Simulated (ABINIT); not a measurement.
Phonon calculation of Al (part 2 of 2)

Continued. System: Al (P-1, 2 atoms in the cell). Method: Kohn-Sham DFT of a periodic cell, PBE with D3, PseudoDojo NC SR PBE v0.4.1 standard, no spin polarisation (ABINIT 10.8.3); cutoff 544.23 eV, 12×12×8 k-mesh, fermi-dirac of 0.0272 eV. The structure derives from a Materials Project entry.

Geometry of the input (Å; fractional positions):
```
-1.4063  1.8857  1.6638
1.5025  -1.6838  1.5580
2.6055  3.2662  0.2982
Al 0.0063  0.0046  0.0070
Al 0.4937  0.4954  0.4930
```

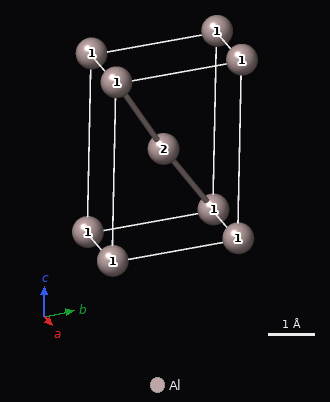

Figure 1. The structure (ball-and-stick view of the cell of the calculation, set on other vectors, seen slightly off an axis; atoms are numbered from 1 in the order of the input).

The program's output, continued:
```
 getcut: wavevector=  0.0000  0.0000  0.0000  ngfft=  24  24  32
         ecut(hartree)=     20.000   => boxcut(ratio)=   2.00887
--------------------------------------------------------------------------------

 ==>  initialize data related to q vector <==

 The list of irreducible perturbations for this q vector is:
    1)    idir= 1    ipert=   1
    2)    idir= 2    ipert=   1
    3)    idir= 3    ipert=   1

================================================================================

 The perturbation idir=   1  ipert=   2 is
 symmetric of a previously calculated perturbation.
 So, its SCF calculation is not needed.

 The perturbation idir=   2  ipert=   2 is
 symmetric of a previously calculated perturbation.
 So, its SCF calculation is not needed.

 The perturbation idir=   3  ipert=   2 is
 symmetric of a previously calculated perturbation.
 So, its SCF calculation is not needed.

--------------------------------------------------------------------------------
 Perturbation wavevector (in red.coord.)   0.000000  0.000000  0.000000
 Perturbation : displacement of atom   1   along direction   1
 The set of symmetries contains only one element for this perturbation.
 symkpt : not enough symmetry to change the number of k points.

--------------------------------------------------------------------------------

--------------------------------------------------------------------------------

 dfpt_looppert : total number of electrons, from k and k+q
  fully or partially occupied states are    6.000000E+00 and    6.000000E+00.
 Initialisation of the first-order wave-functions :
  ireadwf=   0

--- !BeginCycle
iteration_state: {dtset: 2, }
solver: {iscf: 7, nstep: 80, nline: 4, wfoptalg: 0, }
tolerances: {tolvrs: 1.00E-11, }
...

     iter   2DEtotal(Ha)        deltaE(Ha) residm    vres2
-ETOT  1  0.21321572522858     -1.329E+01 6.391E-01 3.723E+01
 ETOT  2  0.20419635789043     -9.019E-03 1.024E-01 2.977E+01
 ETOT  3  0.19166743070612     -1.253E-02 7.342E-03 1.261E+00
 ETOT  4  0.19137686391169     -2.906E-04 1.943E-03 4.517E-01
 ETOT  5  0.19119138648955     -1.855E-04 1.557E-04 1.476E-03
 ETOT  6  0.19119129602474     -9.046E-08 4.112E-05 1.295E-03
 ETOT  7  0.19119074418706     -5.518E-07 3.471E-06 5.016E-06
 ETOT  8  0.19119074342091     -7.661E-10 1.019E-06 3.790E-06
 ETOT  9  0.19119074199094     -1.430E-09 9.678E-08 1.543E-08
 ETOT 10  0.19119074198862     -2.318E-12 2.588E-08 1.063E-08
 ETOT 11  0.19119074198460     -4.023E-12 2.623E-09 5.823E-11
 ETOT 12  0.19119074198451     -8.882E-14 6.697E-10 4.116E-11
 ETOT 13  0.19119074198450     -3.553E-15 1.053E-10 4.014E-13

 At SCF step   13       vres2   =  4.01E-13 < tolvrs=  1.00E-11 =>converged.
================================================================================

 ----iterations are completed or convergence reached----

 Mean square residual over all n,k,spin=   50.490E-15; max=  10.530E-11

 2DEtotal=    0.1911907420E+00 Ha. Also 2DEtotal=    0.520256512680E+01 eV
    (2DErelax=   -1.3310216463E+01 Ha. 2DEnonrelax=    1.3501407205E+01 Ha)
    (  non-var. 2DEtotal :    1.9119073969E-01 Ha)

--------------------------------------------------------------------------------
 Perturbation wavevector (in red.coord.)   0.000000  0.000000  0.000000
 Perturbation : displacement of atom   1   along direction   2
 The set of symmetries contains only one element for this perturbation.
 symkpt : not enough symmetry to change the number of k points.

--------------------------------------------------------------------------------

--------------------------------------------------------------------------------

 dfpt_looppert : total number of electrons, from k and k+q
  fully or partially occupied states are    6.000000E+00 and    6.000000E+00.
 Initialisation of the first-order wave-functions :
  ireadwf=   0

--- !BeginCycle
iteration_state: {dtset: 2, }
solver: {iscf: 7, nstep: 80, nline: 4, wfoptalg: 0, }
tolerances: {tolvrs: 1.00E-11, }
...

     iter   2DEtotal(Ha)        deltaE(Ha) residm    vres2
-ETOT  1  0.76466896538466     -1.243E+01 5.170E-01 2.363E+01
 ETOT  2  0.75678868021794     -7.880E-03 1.049E-01 1.921E+01
 ETOT  3  0.74762549044593     -9.163E-03 2.143E-03 4.445E-01
 ETOT  4  0.74751872998683     -1.068E-04 6.810E-04 2.361E-01
 ETOT  5  0.74740434612440     -1.144E-04 5.107E-05 2.488E-03
 ETOT  6  0.74740430734878     -3.878E-08 1.503E-05 2.436E-03
 ETOT  7  0.74740320551648     -1.102E-06 2.058E-06 8.776E-06
 ETOT  8  0.74740320428100     -1.235E-09 5.944E-07 5.821E-06
 ETOT  9  0.74740320211084     -2.170E-09 8.820E-08 2.422E-08
 ETOT 10  0.74740320210704     -3.801E-12 2.393E-08 1.369E-08
 ETOT 11  0.74740320210224     -4.794E-12 3.795E-09 6.308E-11
 ETOT 12  0.74740320210223     -8.882E-15 9.946E-10 5.453E-11
 ETOT 13  0.74740320210228      5.329E-14 1.630E-10 2.699E-13

 At SCF step   13       vres2   =  2.70E-13 < tolvrs=  1.00E-11 =>converged.
================================================================================

 ----iterations are completed or convergence reached----

 Mean square residual over all n,k,spin=   38.525E-15; max=  16.302E-11

 2DEtotal=    0.7474032021E+00 Ha. Also 2DEtotal=    0.203378772139E+02 eV
    (2DErelax=   -1.2442495076E+01 Ha. 2DEnonrelax=    1.3189898278E+01 Ha)
    (  non-var. 2DEtotal :    7.4740320347E-01 Ha)

--------------------------------------------------------------------------------
 Perturbation wavevector (in red.coord.)   0.000000  0.000000  0.000000
 Perturbation : displacement of atom   1   along direction   3
 The set of symmetries contains only one element for this perturbation.
 symkpt : not enough symmetry to change the number of k points.

--------------------------------------------------------------------------------

--------------------------------------------------------------------------------

 dfpt_looppert : total number of electrons, from k and k+q
  fully or partially occupied states are    6.000000E+00 and    6.000000E+00.
 Initialisation of the first-order wave-functions :
  ireadwf=   0

--- !BeginCycle
iteration_state: {dtset: 2, }
solver: {iscf: 7, nstep: 80, nline: 4, wfoptalg: 0, }
tolerances: {tolvrs: 1.00E-11, }
...

     iter   2DEtotal(Ha)        deltaE(Ha) residm    vres2
-ETOT  1   8.3898643962779     -4.727E+01 3.328E+00 4.393E+03
 ETOT  2   7.9678580334175     -4.220E-01 3.298E-01 3.468E+03
 ETOT  3   6.6232604284511     -1.345E+00 1.446E-02 4.328E+02
 ETOT  4   6.4339159061027     -1.893E-01 6.407E-03 2.079E+00
 ETOT  5   6.4329778589683     -9.380E-04 3.496E-04 1.501E-02
 ETOT  6   6.4329787035939      8.446E-07 5.803E-05 1.654E-02
 ETOT  7   6.4329703136903     -8.390E-06 1.182E-05 8.185E-05
 ETOT  8   6.4329702926829     -2.101E-08 2.303E-06 3.039E-05
 ETOT  9   6.4329702822754     -1.041E-08 4.893E-07 5.115E-07
 ETOT 10   6.4329702821098     -1.656E-10 1.021E-07 1.272E-07
 ETOT 11   6.4329702820551     -5.467E-11 2.221E-08 3.012E-09
 ETOT 12   6.4329702820540     -1.165E-12 4.765E-09 2.086E-10
 ETOT 13   6.4329702820537     -2.274E-13 1.049E-09 6.603E-12

 At SCF step   13       vres2   =  6.60E-12 < tolvrs=  1.00E-11 =>converged.
================================================================================

 ----iterations are completed or convergence reached----

 Mean square residual over all n,k,spin=   25.630E-14; max=  10.486E-10

 2DEtotal=    0.6432970282E+01 Ha. Also 2DEtotal=    0.175050039054E+03 eV
    (2DErelax=   -4.9223432886E+01 Ha. 2DEnonrelax=    5.5656403168E+01 Ha)
    (  non-var. 2DEtotal :    6.4329703005E+00 Ha)

================================================================================

 ---- first-order wavefunction calculations are completed ----

 ==> Compute Derivative Database <==

  Dynamical matrix, in cartesian coordinates,
   if specified in the inputs, asr has been imposed
     j1       j2             matrix element
  dir pert dir pert     real part    imaginary part

   1    1   1    1         0.0661596622         0.0000000000
   1    1   2    1         0.0541432793        -0.0000000000
   1    1   3    1        -0.0317067864         0.0000000000
   1    1   1    2        -0.0661596622        -0.0000000000
   1    1   2    2        -0.0541432793         0.0000000000
   1    1   3    2         0.0317067864        -0.0000000000

   2    1   1    1         0.0541432793        -0.0000000000
   2    1   2    1         0.0521154709         0.0000000000
   2    1   3    1        -0.0412288430         0.0000000000
   2    1   1    2        -0.0541432793         0.0000000000
   2    1   2    2        -0.0521154709        -0.0000000000
   2    1   3    2         0.0412288430        -0.0000000000

   3    1   1    1        -0.0317067864         0.0000000000
   3    1   2    1        -0.0412288430         0.0000000000
   3    1   3    1         0.0487211740         0.0000000000
   3    1   1    2         0.0317067864        -0.0000000000
   3    1   2    2         0.0412288430        -0.0000000000
   3    1   3    2        -0.0487211740        -0.0000000000

   1    2   1    1        -0.0661596622         0.0000000000
   1    2   2    1        -0.0541432793        -0.0000000000
   1    2   3    1         0.0317067864         0.0000000000
   1    2   1    2         0.0661596622        -0.0000000000
   1    2   2    2         0.0541432793         0.0000000000
   1    2   3    2        -0.0317067864        -0.0000000000

   2    2   1    1        -0.0541432793        -0.0000000000
   2    2   2    1        -0.0521154709         0.0000000000
   2    2   3    1         0.0412288430         0.0000000000
   2    2   1    2         0.0541432793         0.0000000000
   2    2   2    2         0.0521154709        -0.0000000000
   2    2   3    2        -0.0412288430        -0.0000000000

   3    2   1    1         0.0317067864         0.0000000000
   3    2   2    1         0.0412288430         0.0000000000
   3    2   3    1        -0.0487211740         0.0000000000
   3    2   1    2        -0.0317067864        -0.0000000000
   3    2   2    2        -0.0412288430        -0.0000000000
   3    2   3    2         0.0487211740        -0.0000000000

  Phonon wavevector (reduced coordinates) :  0.00000  0.00000  0.00000
 Phonon energies in Hartree :
   0.000000E+00  0.000000E+00  0.000000E+00  1.475508E-04  9.992769E-04
   2.402146E-03
 Phonon frequencies in cm-1    :
   0.000000E+00  0.000000E+00  0.000000E+00  3.238365E+01  2.193159E+02
   5.272100E+02

== END DATASET(S) ==============================================================
================================================================================

 -outvars: echo values of variables after computation  --------
            acell      1.0000000000E+00  1.0000000000E+00  1.0000000000E+00 Bohr
           etotal1    -4.6304100349E+00
           etotal2     6.4329702821E+00
            fcart1    -7.1164160105E-03 -5.4682774526E-03  2.6158153767E-03
                       7.1164160105E-03  5.4682774526E-03 -2.6158153767E-03
            fcart2     0.0000000000E+00  0.0000000000E+00  0.0000000000E+00
                       0.0000000000E+00  0.0000000000E+00  0.0000000000E+00
            rprim     -2.6575548437E+00  3.5635385673E+00  3.1441619097E+00
                       2.8393636745E+00 -3.1818444470E+00  2.9442766391E+00
                       4.9237601626E+00  6.1722246777E+00  5.6350293220E-01
           strten1    -3.9065510758E-04 -5.5612259810E-04 -3.4486384136E-04
                       4.0081240941E-04  2.0235332528E-04 -3.2814345250E-04
           strten2     0.0000000000E+00  0.0000000000E+00  0.0000000000E+00
                       0.0000000000E+00  0.0000000000E+00  0.0000000000E+00
           xangst      1.6324904814E-02  2.7095038557E-02  1.9807578316E-02
                       1.3345504743E+00  1.7069971953E+00  1.7402203405E+00
             xred      6.3271800000E-03  4.6127300000E-03  7.0204900000E-03
                       4.9367282000E-01  4.9538727000E-01  4.9297951000E-01
 Calculation completed.
```

File anaddb.abo:
```
.Version 10.8.3 of ANADDB
================================================================================

 -outvars_anaddb: echo values of input variables ----------------------

 Miscellaneous information :
       eivec         1
         asr         2
      chneut         0
 First list of wavevector (reduced coord.) :
       nph1l         1
       qph1l
                     0.00000000E+00  0.00000000E+00  0.00000000E+00    1.000E+00

================================================================================

 read the DDB information and perform some checks

  ==== Info on the Cryst% object ====
 Real(R)+Recip(G) space primitive vectors, cartesian coordinates (Bohr,Bohr^-1):
 R(1)= -2.6575548  3.5635386  3.1441619  G(1)= -0.0981699  0.0634132  0.1632017
 R(2)=  2.8393637 -3.1818444  2.9442766  G(2)=  0.0855467 -0.0834827  0.1669249
 R(3)=  4.9237602  6.1722247  0.5635029  G(3)=  0.1007787  0.0823683 -0.0081732
 Unit cell volume ucvol=  2.0337915E+02 bohr^3
 Angles (23,13,12)=  9.55954203E+01  7.56507694E+01  1.09949217E+02 degrees
 Time-reversal symmetry is present
 Reduced atomic positions [iatom, xred, symbol]:
    1)    0.0063272  0.0046127  0.0070205  Al
    2)    0.4936728  0.4953873  0.4929795  Al

 DDB file with 3 blocks has been read.

================================================================================

 Treat the first list of vectors

  Phonon wavevector (reduced coordinates) :  0.00000  0.00000  0.00000
 Phonon energies in Hartree :
   0.000000E+00  0.000000E+00  0.000000E+00  1.475508E-04  9.992769E-04
   2.402146E-03
 Phonon frequencies in cm-1    :
   0.000000E+00  0.000000E+00  0.000000E+00  3.238365E+01  2.193159E+02
   5.272100E+02

 Eigendisplacements
 (will be given, for each mode : in cartesian coordinates
   for each atom the real part of the displacement vector,
   then the imaginary part of the displacement vector - absolute values smaller than 1.0d-7 are set to zero)
  Mode number    1   Energy    0.000000E+00
 Attention : low frequency mode.
   (Could be unstable or acoustic mode)
   1  0.00000000E+00  0.00000000E+00 -3.18839113E-03
      0.00000000E+00  0.00000000E+00  0.00000000E+00
   2  0.00000000E+00  0.00000000E+00 -3.18839113E-03
      0.00000000E+00  0.00000000E+00  0.00000000E+00
  Mode number    2   Energy    0.000000E+00
 Attention : low frequency mode.
   (Could be unstable or acoustic mode)
   1  0.00000000E+00 -3.18839113E-03  0.00000000E+00
      0.00000000E+00  0.00000000E+00  0.00000000E+00
   2  0.00000000E+00 -3.18839113E-03  0.00000000E+00
      0.00000000E+00  0.00000000E+00  0.00000000E+00
  Mode number    3   Energy    0.000000E+00
 Attention : low frequency mode.
   (Could be unstable or acoustic mode)
   1  3.18839113E-03  0.00000000E+00  0.00000000E+00
      0.00000000E+00  0.00000000E+00  0.00000000E+00
   2  3.18839113E-03  0.00000000E+00  0.00000000E+00
      0.00000000E+00  0.00000000E+00  0.00000000E+00
  Mode number    4   Energy    1.475508E-04
   1  1.53355770E-03 -2.54100592E-03 -1.16504406E-03
      0.00000000E+00  0.00000000E+00  0.00000000E+00
   2 -1.53355770E-03  2.54100592E-03  1.16504406E-03
      0.00000000E+00  0.00000000E+00  0.00000000E+00
  Mode number    5   Energy    9.992769E-04
   1  1.93094470E-03  2.08096691E-06  2.53718076E-03
      0.00000000E+00  0.00000000E+00  0.00000000E+00
   2 -1.93094470E-03 -2.08096691E-06 -2.53718076E-03
      0.00000000E+00  0.00000000E+00  0.00000000E+00
  Mode number    6   Energy    2.402146E-03
   1  2.02125984E-03  1.92590824E-03 -1.53987795E-03
      0.00000000E+00  0.00000000E+00  0.00000000E+00
   2 -2.02125984E-03 -1.92590824E-03  1.53987795E-03
      0.00000000E+00  0.00000000E+00  0.00000000E+00

 Analysis of degeneracies and characters (maximum tolerance=1.00E-06 a.u.)
 For each vibration mode, or group of modes if degenerate,
 the characters are given for each symmetry operation (see the list in the log file).
 Symmetry characters of vibration mode #   1
       degenerate with vibration modes #   2 to    3
  3.0 -3.0
 Symmetry characters of vibration mode #   4
  1.0  1.0
 Symmetry characters of vibration mode #   5
  1.0  1.0
 Symmetry characters of vibration mode #   6
  1.0  1.0

================================================================================

 anaddb : the run completed successfully.
```

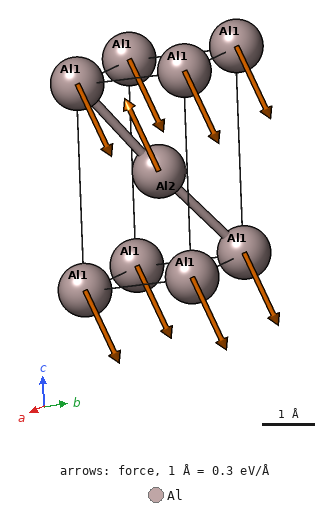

Figure 2. Forces on the atoms as orange arrows (ball-and-stick view of the cell of the calculation, set on other vectors, seen slightly off an axis; atoms are numbered from 1 in the order of the input). The largest act on Al1, Al2 (0.48 eV/Å). The geometry is not a stationary point of this energy.

Summary:

```json
{"quantity": "outcome", "value": "converged"}
{"quantity": "space group (tolerance 0.01 Å)", "value": "P-1 (2)"}
{"quantity": "electrons treated", "value": "6"}
{"quantity": "free energy", "value": "−125.9999 eV"}
{"quantity": "Fermi energy of the self-consistent step", "value": "7.746 eV"}
{"quantity": "gap on the k-point mesh", "value": "none (metallic)"}
{"quantity": "pressure", "value": "12.67 GPa"}
{"quantity": "largest force (length of the vector)", "value": "0.481 eV/Å"}
{"quantity": "wall time", "value": "9 min"}
{"quantity": "peak memory", "value": "0.33 GiB"}
```

Remarks:

Settings chosen away from the usual ones: diemix set to 0.1; width set to 0.0272 (from 0.2). Points of doubt noted for this run: atoms not at rest. The cell is under a pressure of 12.7 GPa at this level, so it is not at its equilibrium volume.
